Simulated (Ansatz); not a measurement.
**Molecular dynamics of C₄H₆ (part 2 of 3)**

The same run, continued: C₄H₆, SMILES C=C1CC1; RKS PBE/def2-SVP (Ansatz 0.2.0). The geometry comes from this level: PBE0-D4/def2-TZVP.

Geometry of the input (Å):
```
C  -1.2380  0.7442  -0.8273
C  -0.2591  0.1555  -0.1769
C  0.5679  -1.0298  0.0151
C  0.7642  0.2286  0.8591
H  -1.7760  0.2322  -1.6180
H  -1.5379  1.7601  -0.5935
H  0.1305  -1.8980  0.4975
H  1.3246  -1.2631  -0.7271
H  1.6505  0.8271  0.6748
H  0.4564  0.1920  1.8992
```

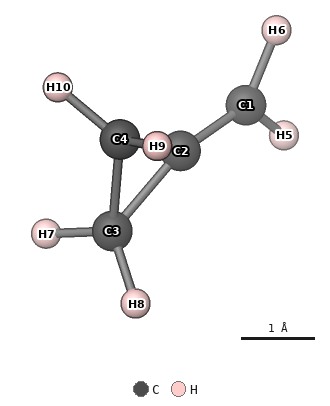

The geometry at step 16 of the log (ball-and-stick view, seen at a tilt; atoms are numbered from 1 in the order of the input).

Trajectory as extended XYZ, continued
```
10
Properties=species:S:1:pos:R:3:forces:R:3 step=3 time_fs=3.0 energy=-4234.90145 temperature=200.1
C    -1.2432    0.7465   -0.8227   -0.7870   1.4573  -0.1244
C    -0.2657    0.1688   -0.1880    1.6975  -1.5491   0.9277
C     0.5800   -1.0365    0.0073   -0.9930  -0.7529   1.1274
C     0.7517    0.2271    0.8557    0.1943   0.1755   0.4262
H    -1.7223    0.1842   -1.6162   -0.6388   0.1794  -0.5253
H    -1.4742    1.7926   -0.5005   -0.3980  -0.4915  -0.5825
H     0.1299   -1.9201    0.5712    0.3096   0.7467  -0.6837
H     1.3674   -1.3341   -0.6849    0.2852   0.0237  -0.4133
H     1.6396    0.8349    0.6480    0.2555   0.2187   0.0731
H     0.4531    0.2051    1.9262    0.0746  -0.0078  -0.2252
10
Properties=species:S:1:pos:R:3:forces:R:3 step=5 time_fs=5.0 energy=-4234.81791 temperature=120.7
C    -1.2495    0.7533   -0.8202   -0.7898   0.7427  -0.6042
C    -0.2640    0.1721   -0.1920    1.5764  -1.7551   0.7730
C     0.5844   -1.0436    0.0063   -0.2267  -0.7123   0.5652
C     0.7439    0.2266    0.8548    0.9076   0.6181   0.5303
H    -1.7163    0.1575   -1.6411   -0.2844   0.8901   0.2492
H    -1.4498    1.7981   -0.4620   -0.5754  -0.5612  -0.7776
H     0.1409   -1.9067    0.5934    0.1790   0.5721  -0.6817
H     1.4119   -1.3817   -0.6784   -0.5702   0.4421   0.2460
H     1.6475    0.8525    0.6325   -0.3698  -0.2171   0.2660
H     0.4528    0.2136    1.9396    0.1533  -0.0194  -0.5662
10
Properties=species:S:1:pos:R:3:forces:R:3 step=6 time_fs=6.0 energy=-4234.79865 temperature=102.3
C    -1.2537    0.7578   -0.8195   -0.4872   0.1166  -0.6923
C    -0.2611    0.1716   -0.1930    1.2131  -1.6450   0.5165
C     0.5862   -1.0480    0.0066    0.1806  -0.3398   0.2166
C     0.7410    0.2270    0.8550    1.1655   0.7071   0.4200
H    -1.7183    0.1553   -1.6517   -0.1674   1.0810   0.4944
H    -1.4454    1.7925   -0.4537   -0.6608  -0.3166  -0.7297
H     0.1495   -1.8909    0.5943   -0.0418   0.1736  -0.4456
H     1.4280   -1.4001   -0.6731   -0.8142   0.5818   0.4094
H     1.6475    0.8590    0.6282   -0.5101  -0.3278   0.3103
H     0.4547    0.2175    1.9386    0.1221  -0.0308  -0.4995
10
Properties=species:S:1:pos:R:3:forces:R:3 step=7 time_fs=7.0 energy=-4234.80275 temperature=105.8
C    -1.2582    0.7624   -0.8194   -0.0166  -0.5301  -0.6215
C    -0.2573    0.1698   -0.1936    0.7248  -1.4265   0.1950
C     0.5881   -1.0527    0.0070    0.4788   0.2275  -0.0821
C     0.7390    0.2279    0.8555    1.2882   0.6686   0.2203
H    -1.7218    0.1635   -1.6576   -0.1324   1.0993   0.5588
H    -1.4473    1.7838   -0.4523   -0.7258   0.0461  -0.5994
H     0.1578   -1.8734    0.5910   -0.3249  -0.3456  -0.1003
H     1.4362   -1.4130   -0.6638   -0.8577   0.6340   0.4116
H     1.6426    0.8625    0.6268   -0.4830  -0.3284   0.3039
H     0.4578    0.2212    1.9328    0.0486  -0.0449  -0.2863
10
Properties=species:S:1:pos:R:3:forces:R:3 step=8 time_fs=8.0 energy=-4234.82363 temperature=125.5
C    -1.2627    0.7665   -0.8199    0.5455  -1.0457  -0.3791
C    -0.2529    0.1669   -0.1940    0.1842  -1.1337  -0.1428
C     0.5904   -1.0573    0.0074    0.5687   0.8311  -0.2167
C     0.7381    0.2295    0.8562    1.2535   0.5025  -0.0209
H    -1.7266    0.1822   -1.6582   -0.1835   0.9399   0.4288
H    -1.4562    1.7756   -0.4567   -0.7503   0.4132  -0.4255
H     0.1629   -1.8592    0.5867   -0.5846  -0.8187   0.2362
H     1.4362   -1.4198   -0.6506   -0.6905   0.5888   0.2535
H     1.6330    0.8628    0.6284   -0.2916  -0.2175   0.2471
H     0.4614    0.2244    1.9244   -0.0513  -0.0599   0.0195
10
Properties=species:S:1:pos:R:3:forces:R:3 step=9 time_fs=9.0 energy=-4234.85357 temperature=153.8
C    -1.2669    0.7699   -0.8206    1.1063  -1.2712   0.0372
C    -0.2483    0.1630   -0.1946   -0.3415  -0.8014  -0.4546
C     0.5932   -1.0611    0.0076    0.3434   1.2490  -0.0448
C     0.7382    0.2314    0.8569    1.0626   0.2320  -0.2245
H    -1.7331    0.2099   -1.6546   -0.3102   0.6262   0.1230
H    -1.4723    1.7713   -0.4652   -0.7086   0.6365  -0.2635
H     0.1625   -1.8528    0.5847   -0.7011  -1.0296   0.3995
H     1.4296   -1.4210   -0.6350   -0.3278   0.4479  -0.0466
H     1.6207    0.8611    0.6323    0.0285  -0.0160   0.1502
H     0.4645    0.2271    1.9161   -0.1515  -0.0733   0.3242
10
Properties=species:S:1:pos:R:3:forces:R:3 step=10 time_fs=10.0 energy=-4234.88269 temperature=181.3
C    -1.2701    0.7721   -0.8213    1.5584  -1.1356   0.5655
C    -0.2441    0.1585   -0.1955   -0.7990  -0.4622  -0.7084
C     0.5962   -1.0640    0.0078   -0.2015   1.3404   0.4639
C     0.7391    0.2335    0.8574    0.7599  -0.0857  -0.3048
H    -1.7427    0.2436   -1.6499   -0.4728   0.2274  -0.2795
H    -1.4951    1.7731   -0.4762   -0.5781   0.6067  -0.1558
H     0.1553   -1.8563    0.5865   -0.6014  -0.8678   0.2970
H     1.4199   -1.4179   -0.6198    0.1595   0.2372  -0.4303
H     1.6087    0.8591    0.6377    0.3951   0.2216   0.0374
H     0.4661    0.2291    1.9109   -0.2201  -0.0821   0.5151
10
Properties=species:S:1:pos:R:3:forces:R:3 step=11 time_fs=11.0 energy=-4234.90147 temperature=199.8
C    -1.2720    0.7735   -0.8215    1.7820  -0.7445   1.0248
C    -0.2404    0.1537   -0.1970   -1.1510  -0.1446  -0.8818
C     0.5991   -1.0658    0.0083   -0.8617   1.1365   1.1116
C     0.7406    0.2355    0.8577    0.4470  -0.3581  -0.2220
H    -1.7567    0.2794   -1.6479   -0.5846  -0.1366  -0.6141
H    -1.5235    1.7807   -0.4886   -0.3572   0.3342  -0.1022
H     0.1424   -1.8681    0.5911   -0.3276  -0.4335  -0.0027
H     1.4117   -1.4125   -0.6087    0.6070   0.0246  -0.7729
H     1.6004    0.8593    0.6434    0.6793   0.4048  -0.0542
H     0.4656    0.2302    1.9106   -0.2332  -0.0830   0.5134
10
Properties=species:S:1:pos:R:3:forces:R:3 step=13 time_fs=13.0 energy=-4234.92877 temperature=225.7
C    -1.2718    0.7748   -0.8194    1.2421  -0.0301   0.9199
C    -0.2361    0.1438   -0.2021   -1.4625   0.3522  -0.9380
C     0.6024   -1.0669    0.0125   -1.3103   0.3239   1.6282
C     0.7446    0.2386    0.8579    0.2196  -0.4488   0.2183
H    -1.8011    0.3452   -1.6621   -0.2817  -0.3938  -0.4371
H    -1.5878    1.8018   -0.5162    0.2241  -0.4224  -0.0114
H     0.1103   -1.8994    0.5971    0.2827   0.4461  -0.5858
H     1.4145   -1.4021   -0.6101    0.6103  -0.0717  -0.7569
H     1.6041    0.8717    0.6529    0.5829   0.2998  -0.0650
H     0.4584    0.2303    1.9230   -0.1071  -0.0551   0.0277
10
Properties=species:S:1:pos:R:3:forces:R:3 step=14 time_fs=14.0 energy=-4234.92784 temperature=223.9
C    -1.2700    0.7753   -0.8171    0.6031   0.1056   0.3650
C    -0.2357    0.1392   -0.2058   -1.4164   0.5133  -0.8201
C     0.6024   -1.0669    0.0165   -0.9357  -0.0374   1.3006
C     0.7468    0.2396    0.8581    0.3171  -0.2857   0.3915
H    -1.8286    0.3727   -1.6768    0.1092  -0.3502   0.0170
H    -1.6182    1.8080   -0.5304    0.4900  -0.6558   0.0797
H     0.0970   -1.9105    0.5928    0.4575   0.6489  -0.6876
H     1.4256   -1.3981   -0.6224    0.1505   0.0565  -0.3817
H     1.6152    0.8829    0.6566    0.2429   0.0351  -0.0006
H     0.4529    0.2295    1.9310   -0.0182  -0.0302  -0.2639
10
Properties=species:S:1:pos:R:3:forces:R:3 step=15 time_fs=15.0 energy=-4234.89944 temperature=197.4
C    -1.2677    0.7759   -0.8145   -0.0499   0.1259  -0.2651
C    -0.2364    0.1350   -0.2102   -1.2514   0.6136  -0.6214
C     0.6018   -1.0669    0.0216   -0.3904  -0.2051   0.7498
C     0.7494    0.2404    0.8587    0.4318  -0.0997   0.4498
H    -1.8550    0.3968   -1.6912    0.5035  -0.3173   0.4678
H    -1.6439    1.8080   -0.5438    0.6879  -0.7116   0.2049
H     0.0881   -1.9154    0.5820    0.5054   0.6489  -0.6366
H     1.4381   -1.3935   -0.6384   -0.3615   0.2011   0.0496
H     1.6285    0.8944    0.6602   -0.1271  -0.2522   0.0662
H     0.4472    0.2283    1.9365    0.0517  -0.0035  -0.4651
10
Properties=species:S:1:pos:R:3:forces:R:3 step=16 time_fs=16.0 energy=-4234.85769 temperature=158.6
C    -1.2654    0.7766   -0.8122   -0.5626   0.0549  -0.7974
C    -0.2381    0.1314   -0.2151   -0.9925   0.6577  -0.3632
C     0.6008   -1.0671    0.0272    0.1441  -0.1070   0.1302
C     0.7522    0.2410    0.8596    0.4717   0.0259   0.3755
H    -1.8766    0.4178   -1.7012    0.7944  -0.3422   0.7690
H    -1.6630    1.8011   -0.5553    0.7952  -0.5805   0.3540
H     0.0840   -1.9141    0.5651    0.4226   0.4491  -0.4459
H     1.4471   -1.3870   -0.6538   -0.7476   0.2968   0.3984
H     1.6407    0.9035    0.6646   -0.4112  -0.4756   0.1083
H     0.4420    0.2271    1.9375    0.0858   0.0209  -0.5289
10
Properties=species:S:1:pos:R:3:forces:R:3 step=17 time_fs=17.0 energy=-4234.82713 temperature=129.7
C    -1.2636    0.7773   -0.8105   -0.8494  -0.1014  -1.1450
C    -0.2406    0.1282   -0.2202   -0.6718   0.6559  -0.0699
C     0.5999   -1.0674    0.0330    0.5697   0.2519  -0.4528
C     0.7555    0.2417    0.8608    0.3905   0.0468   0.1777
H    -1.8906    0.4356   -1.7038    0.9288  -0.4266   0.8621
H    -1.6744    1.7887   -0.5634    0.8033  -0.2802   0.5132
H     0.0839   -1.9085    0.5439    0.2236   0.0798  -0.1483
H     1.4490   -1.3777   -0.6655   -0.9266   0.3194   0.5944
H     1.6489    0.9080    0.6699   -0.5450  -0.5857   0.1131
H     0.4376    0.2262    1.9334    0.0768   0.0401  -0.4445
10
Properties=species:S:1:pos:R:3:forces:R:3 step=18 time_fs=18.0 energy=-4234.81852 temperature=121.0
C    -1.2625    0.7780   -0.8097   -0.8858  -0.3148  -1.2707
C    -0.2436    0.1256   -0.2255   -0.3234   0.6222   0.2338
C     0.5995   -1.0675    0.0384    0.8134   0.7719  -0.9009
C     0.7590    0.2425    0.8622    0.1759  -0.0489  -0.1087
H    -1.8957    0.4493   -1.6982    0.8892  -0.5542   0.7400
H    -1.6782    1.7736   -0.5666    0.7235   0.1343   0.6637
H     0.0860   -1.9021    0.5213   -0.0373  -0.3678   0.1872
H     1.4420   -1.3653   -0.6715   -0.8775   0.2689   0.6107
H     1.6519    0.9070    0.6764   -0.5051  -0.5639   0.0786
H     0.4339    0.2256    1.9252    0.0270   0.0525  -0.2336
10
Properties=species:S:1:pos:R:3:forces:R:3 step=19 time_fs=19.0 energy=-4234.82694 temperature=128.5
C    -1.2621    0.7784   -0.8099   -0.7016  -0.5011  -1.1547
C    -0.2469    0.1234   -0.2305    0.0219   0.5709   0.5256
C     0.5997   -1.0669    0.0431    0.7765   1.2578  -1.0952
C     0.7627    0.2432    0.8635   -0.1650  -0.2499  -0.4203
H    -1.8923    0.4577   -1.6854    0.6772  -0.7056   0.4197
H    -1.6751    1.7598   -0.5634    0.5952   0.5525   0.7755
H     0.0877   -1.8993    0.5004   -0.2533  -0.7224   0.4541
H     1.4266   -1.3503   -0.6716   -0.6039   0.1532   0.4379
H     1.6501    0.9005    0.6836   -0.2976  -0.4136   0.0099
H     0.4305    0.2255    1.9146   -0.0494   0.0583   0.0476
10
Properties=species:S:1:pos:R:3:forces:R:3 step=20 time_fs=20.0 energy=-4234.84153 temperature=141.9
C    -1.2622    0.7784   -0.8110   -0.3826  -0.5313  -0.8014
C    -0.2502    0.1218   -0.2351    0.3394   0.5132   0.7870
C     0.6006   -1.0654    0.0469    0.3790   1.4934  -0.9502
C     0.7663    0.2437    0.8644   -0.6029  -0.5180  -0.6708
H    -1.8825    0.4593   -1.6687    0.3221  -0.8558  -0.0475
H    -1.6663    1.7512   -0.5528    0.4797   0.8185   0.8048
H     0.0870   -1.9033    0.4840   -0.3075  -0.8007   0.5563
H     1.4055   -1.3339   -0.6675   -0.1380  -0.0134   0.0900
H     1.6454    0.8901    0.6909    0.0355  -0.1657  -0.0800
H     0.4267    0.2260    1.9046   -0.1248   0.0598   0.3117
10
Properties=species:S:1:pos:R:3:forces:R:3 step=22 time_fs=22.0 energy=-4234.86216 temperature=162.9
C    -1.2632    0.7772   -0.8149    0.1245   0.0663   0.1949
C    -0.2558    0.1196   -0.2423    0.8205   0.4076   1.1677
C     0.6027   -1.0588    0.0525   -1.0047   0.9688  -0.0822
C     0.7716    0.2432    0.8646   -1.4183  -0.9179  -0.7129
H    -1.8574    0.4370   -1.6413   -0.4091  -0.9562  -0.8553
H    -1.6354    1.7576   -0.5094    0.4211   0.5054   0.4762
H     0.0781   -1.9320    0.4663    0.0978  -0.0978   0.3046
H     1.3645   -1.3032   -0.6611    0.8657  -0.3434  -0.7207
H     1.6405    0.8671    0.7023    0.6483   0.3048  -0.2208
H     0.4150    0.2286    1.8948   -0.1459   0.0623   0.4486
10
Properties=species:S:1:pos:R:3:forces:R:3 step=23 time_fs=23.0 energy=-4234.88532 temperature=185.1
C    -1.2636    0.7766   -0.8167    0.0946   0.4253   0.4391
C    -0.2576    0.1191   -0.2445    0.9541   0.3733   1.2693
C     0.6028   -1.0541    0.0551   -1.3694   0.3929   0.0808
C     0.7727    0.2419    0.8638   -1.5374  -0.8510  -0.5070
H    -1.8492    0.4121   -1.6384   -0.4977  -0.7727  -0.8204
H    -1.6138    1.7694   -0.4798    0.4195   0.0544   0.1472
H     0.0739   -1.9499    0.4626    0.3574   0.3616   0.1247
H     1.3543   -1.2921   -0.6665    0.9891  -0.3839  -0.7972
H     1.6462    0.8591    0.7051    0.6584   0.3344  -0.2175
H     0.4069    0.2308    1.8965   -0.0686   0.0657   0.2809
10
Properties=species:S:1:pos:R:3:forces:R:3 step=24 time_fs=24.0 energy=-4234.91665 temperature=213.3
C    -1.2640    0.7763   -0.8183   -0.0925   0.5724   0.3857
C    -0.2587    0.1188   -0.2457    0.9995   0.3620   1.3015
C     0.6018   -1.0492    0.0577   -1.2658  -0.2194  -0.1650
C     0.7725    0.2400    0.8626   -1.3814  -0.5719  -0.2371
H    -1.8458    0.3798   -1.6433   -0.3484  -0.4103  -0.4415
H    -1.5883    1.7817   -0.4487    0.3684  -0.3750  -0.2054
H     0.0730   -1.9644    0.4602    0.5292   0.6889   0.0022
H     1.3536   -1.2847   -0.6795    0.7370  -0.3060  -0.5165
H     1.6582    0.8542    0.7058    0.4128   0.1920  -0.1597
H     0.3982    0.2337    1.9008    0.0411   0.0673   0.0356
10
Properties=species:S:1:pos:R:3:forces:R:3 step=25 time_fs=25.0 energy=-4234.92510 temperature=220.6
C    -1.2644    0.7765   -0.8195   -0.2780   0.4579   0.1653
C    -0.2590    0.1188   -0.2459    0.9522   0.3785   1.2607
C     0.5998   -1.0444    0.0602   -0.8246  -0.7388  -0.6885
C     0.7713    0.2376    0.8613   -1.0308  -0.1702   0.0215
H    -1.8457    0.3435   -1.6524   -0.0861   0.0460   0.0897
H    -1.5593    1.7905   -0.4196    0.2482  -0.6572  -0.5124
H     0.0772   -1.9723    0.4578    0.5789   0.8216  -0.0416
H     1.3600   -1.2801   -0.6974    0.2723  -0.1598  -0.0244
H     1.6741    0.8512    0.7050    0.0197  -0.0413  -0.0733
H     0.3899    0.2372    1.9055    0.1481   0.0634  -0.1971
10
Properties=species:S:1:pos:R:3:forces:R:3 step=26 time_fs=26.0 energy=-4234.89751 temperature=195.5
C    -1.2650    0.7770   -0.8205   -0.3235   0.1351  -0.0519
C    -0.2586    0.1191   -0.2451    0.8197   0.4207   1.1515
C     0.5971   -1.0402    0.0621   -0.2659  -1.0584  -1.2641
C     0.7692    0.2350    0.8599   -0.6172   0.2338   0.2154
H    -1.8464    0.3077   -1.6607    0.1479   0.4811   0.5592
H    -1.5278    1.7930   -0.3954    0.0673  -0.7342  -0.7276
H     0.0869   -1.9723    0.4550    0.5031   0.7434  -0.0050
H     1.3689   -1.2772   -0.7156   -0.1846  -0.0130   0.4605
H     1.6902    0.8478    0.7035   -0.3698  -0.2606   0.0101
H     0.3830    0.2413    1.9083    0.2231   0.0522  -0.3481
10
Properties=species:S:1:pos:R:3:forces:R:3 step=27 time_fs=27.0 energy=-4234.85575 temperature=156.9
C    -1.2659    0.7776   -0.8217   -0.1793  -0.3169  -0.1714
C    -0.2574    0.1198   -0.2433    0.6214   0.4790   0.9877
C     0.5942   -1.0369    0.0630    0.2569  -1.1234  -1.7324
C     0.7666    0.2326    0.8587   -0.2476   0.5491   0.3143
H    -1.8458    0.2765   -1.6637    0.2742   0.8096   0.8439
H    -1.4958    1.7884   -0.3782   -0.1523  -0.5963  -0.8279
H     0.1015   -1.9651    0.4521    0.3155   0.4650   0.1047
H     1.3761   -1.2743   -0.7294   -0.4960   0.0924   0.7930
H     1.7028    0.8419    0.7021   -0.6416  -0.3924   0.0688
H     0.3783    0.2459    1.9077    0.2488   0.0339  -0.3807
10
Properties=species:S:1:pos:R:3:forces:R:3 step=28 time_fs=28.0 energy=-4234.82826 temperature=130.9
C    -1.2669    0.7780   -0.8229    0.1335  -0.8169  -0.1665
C    -0.2558    0.1209   -0.2407    0.3847   0.5387   0.7895
C     0.5916   -1.0344    0.0625    0.6580  -0.9521  -2.0138
C     0.7638    0.2307    0.8577    0.0161   0.7288   0.3103
H    -1.8425    0.2531   -1.6585    0.2677   0.9851   0.9024
H    -1.4651    1.7782   -0.3689   -0.3824  -0.2690  -0.8108
H     0.1191   -1.9536    0.4503    0.0512   0.0381   0.2677
H     1.3785   -1.2706   -0.7355   -0.6125   0.1414   0.9177
H     1.7093    0.8322    0.7014   -0.7372  -0.4048   0.0927
H     0.3759    0.2508    1.9035    0.2209   0.0106  -0.2892
```
